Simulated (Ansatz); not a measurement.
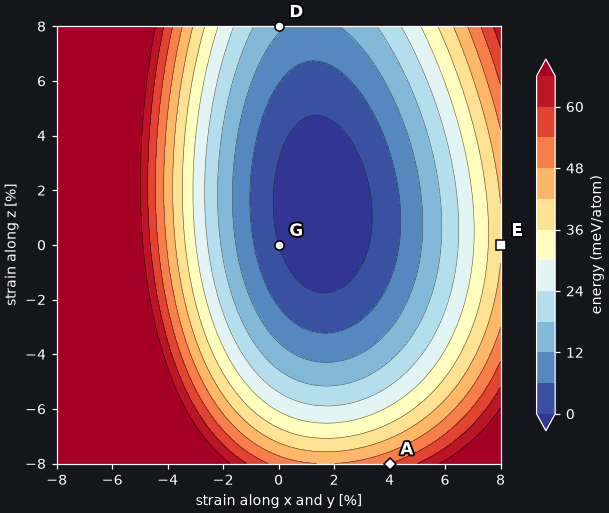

Mg (P6/mmm, No. 191; 1 atom in the cell). The cell is strained homogeneously, by one strain along x and y and another along z, with fractional coordinates fixed (x along [1 0 0], z along [0 0 1] of the conventional cell). The first coordinate is: strain along x and y; the second: strain along z. The grid has 5 × 5 points. Points are written as (first, second). Energies are in meV/atom, from the lowest grid point. The reference cell is the one listed in the database, not relaxed at this level. All numbers below come from DFT PBE, scalar-relativistic, plane waves, PAW (Ansatz). Settings: cutoff 420 eV, k-mesh 18×18×16 in the order of the run's cell vectors, gaussian smearing 0.15 eV, no spin polarisation.

Drawn: filled contours, one colour for all values above the top of the scale, lettered points. Between grid points the surface is interpolated.

Is G the lowest point of the computed grid?

Answer. Yes. G, at (0 %, 0 %), has the lowest energy of the grid.

Rank the lettered points by energy, lowest first.

Answer. G (0 meV/atom), D (13 meV/atom), E (41 meV/atom), A (54 meV/atom).
